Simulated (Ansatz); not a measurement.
System: WS2 (slab).

Input file:

```
crystal:
  lattice:
    - [9.4716094134, 0.0, 0.0]
    - [-4.7358047067, 8.2026543667, 0.0]
    - [0.0, 0.0, 23.4481666251]
  atoms:
    - { symbol: S, position: [0.4444444444, 0.2222222222, 0.34117806] }
    - { symbol: S, position: [0.4444444444, 0.5555555556, 0.34117806] }
    - { symbol: S, position: [0.4444444444, 0.8888888889, 0.34117806] }
    - { symbol: S, position: [0.7777777778, 0.2222222222, 0.34117806] }
    - { symbol: S, position: [0.7777777778, 0.5555555556, 0.34117806] }
    - { symbol: S, position: [0.7777777778, 0.8888888889, 0.34117806] }
    - { symbol: S, position: [0.1111111111, 0.2222222222, 0.34117806] }
    - { symbol: S, position: [0.1111111111, 0.5555555556, 0.34117806] }
    - { symbol: S, position: [0.1111111111, 0.8888888889, 0.34117806] }
    - { symbol: W, position: [0.2220792453, 0.1110413893, 0.4084299483] }
    - { symbol: W, position: [0.2222205626, 0.4444411767, 0.4084516866] }
    - { symbol: W, position: [0.2222263802, 0.777718894, 0.4084231501] }
    - { symbol: W, position: [0.5555370385, 0.1110651517, 0.4084603776] }
    - { symbol: W, position: [0.5555765799, 0.4445269881, 0.4084368949] }
    - { symbol: W, position: [0.5555985966, 0.7778185289, 0.4084123595] }
    - { symbol: W, position: [0.8888155427, 0.1110823366, 0.4084372219] }
    - { symbol: W, position: [0.8888674875, 0.4444255918, 0.4084589062] }
    - { symbol: W, position: [0.8888412581, 0.7777588164, 0.4084134611] }
    - { symbol: S, position: [0.4442225809, 0.2222194168, 0.4755661423] }
    - { symbol: S, position: [0.4445819487, 0.555763807, 0.4756583422] }
    - { symbol: S, position: [0.4444075624, 0.8887439375, 0.475682506] }
    - { symbol: S, position: [0.7777066801, 0.2221965359, 0.4757497661] }
    - { symbol: S, position: [0.7778385094, 0.555654714, 0.4756880545] }
    - { symbol: S, position: [0.7777734548, 0.888867994, 0.47571884] }
    - { symbol: S, position: [0.1109131046, 0.2221388199, 0.4756695551] }
    - { symbol: S, position: [0.1111209298, 0.5555370194, 0.4757302509] }
    - { symbol: S, position: [0.1109881596, 0.8886380253, 0.4756089407] }
basis:
  ecutwfc: 420
kpoints:
  mp_grid: { grid: [2, 2, 1] }
hamiltonian:
  xc: pbe
  dispersion: d3bj
scf:
  occupations: { method: gaussian, width: 0.05 }
output:
  forces: true
  eigenvalues: true
  write_density: true
  volumetric_format: npy
efield:
  axis: 3
  dipole_correction: true
  ramp_width: 0.04
```

Command:

```sh
ansatz run input.yaml --threads 8 --pin off --max-ram 20480MiB --backend cpu --events-out ev --progress --plain --runs-dir out
```

Theory: DFT PBE+D3(BJ), scalar-relativistic, plane waves, PAW (Ansatz).

Question: What will maps of the valence pseudo-density show?

Answer: W–S (2.41 Å): ρ at the midpoint is about 0.63 e/Å³.

Question: Does the calculation make it a metal, or give it a gap?

Answer: It is gapped, with a Kohn–Sham gap of 1.9 eV on the k-point mesh, an upper bound to the gap of this method.

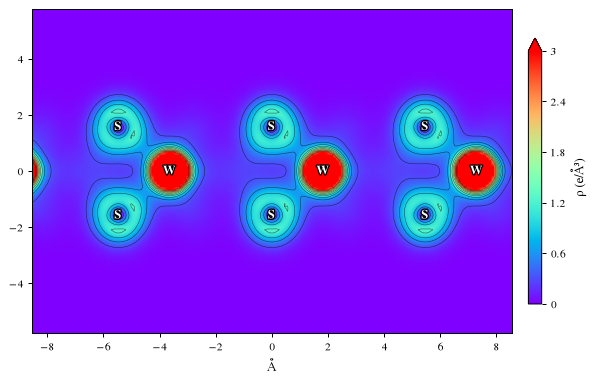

Computed valence pseudo-density on the (110) plane of the calculation cell, a cut from vacuum to vacuum. 

In a PAW calculation such maps are meaningful between the atoms, not at the nuclei.
